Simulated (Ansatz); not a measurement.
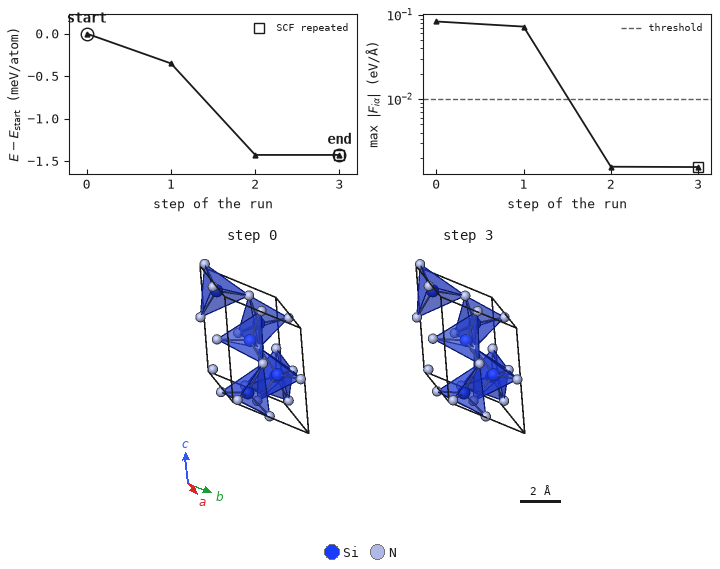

First and last geometry of a relaxation of a crystal of Si3N4 (set up in I-43d), with the history of the run. A polyhedral model of the cell of the calculation, seen slightly off an axis.

Case: volume × 0.88, shape and atoms relaxed.

The calculation used DFT PBEsol, scalar-relativistic, plane waves, PAW (Ansatz).

Input file:
```yaml
crystal:
  lattice:
    - [-3.0928996896, 3.0928996896, 3.0928996896]
    - [3.0928996896, -3.0928996896, 3.0928996896]
    - [3.0928996896, 3.0928996896, -3.0928996896]
  atoms:
    - { symbol: Si, position: [0.25, 0.125, 0.875] }
    - { symbol: Si, position: [0.875, 0.25, 0.125] }
    - { symbol: Si, position: [0.75, 0.375, 0.625] }
    - { symbol: Si, position: [0.625, 0.75, 0.375] }
    - { symbol: Si, position: [0.125, 0.875, 0.25] }
    - { symbol: Si, position: [0.375, 0.625, 0.75] }
    - { symbol: "N", position: [0.5500448044, 0.5500448044, 0.5500448044] }
    - { symbol: "N", position: [0.4499551956, 0.5, 0.0] }
    - { symbol: "N", position: [0.5, 0.0, 0.9499551956] }
    - { symbol: "N", position: [0.0, 0.4499551956, 0.5] }
    - { symbol: "N", position: [0.9499551956, 0.5, 0.0] }
    - { symbol: "N", position: [0.0500448044, 0.0500448044, 0.0500448044] }
    - { symbol: "N", position: [0.0, 0.9499551956, 0.5] }
    - { symbol: "N", position: [0.5, 0.0, 0.4499551956] }
basis:
  ecutwfc: 420
kpoints:
  mp_grid: { grid: [6, 6, 6] }
hamiltonian:
  xc: pbesol
scf:
  occupations: { method: gaussian, width: 0.02 }
output:
  forces: true
  stress: true
  eigenvalues: true
relax:
  adjacent_minimum: "off"
  f_tol: 0.01
  max_steps: 30
```

Command:
```bash
ansatz run input.yaml --threads 4 --pin off --max-ram 10240MiB --backend cpu --events-out ev --progress --plain --runs-dir out
```

Q: What do the curves and the structures tell?

A: It converged. The energy falls by 1.4 meV per atom in 2 accepted moves (3 points after the start). Largest force component: 0.083 eV/Å at the start, 0.0016 eV/Å at the end. 1 step only repeated the SCF at the same geometry. The largest moves, 0.035 Å, are those of 8 atoms (N7, N8, N9, N10 and others). N12 goes along [−1 −1 −1]. Si stays in place. The cell stays as it was. Near-neighbour distances that change, for instance: Si1–N12 1.680 → 1.684 Å. The space group stays I-43d (No. 220). Cost: 7 s on 4 threads of Oxide Virtual Turin-like Processor (Zen 5) (shared host), peak memory 0.49 GiB.

| step | E − E(0), meV/atom | largest force component, eV/Å | note |
| --- | --- | --- | --- |
| 0 | 0.00 | 0.0832 |  |
| 1 | -0.35 | 0.0723 |  |
| 2 | -1.43 | 0.0016 |  |
| 3 | -1.43 | 0.0016 | same geometry, SCF repeated |
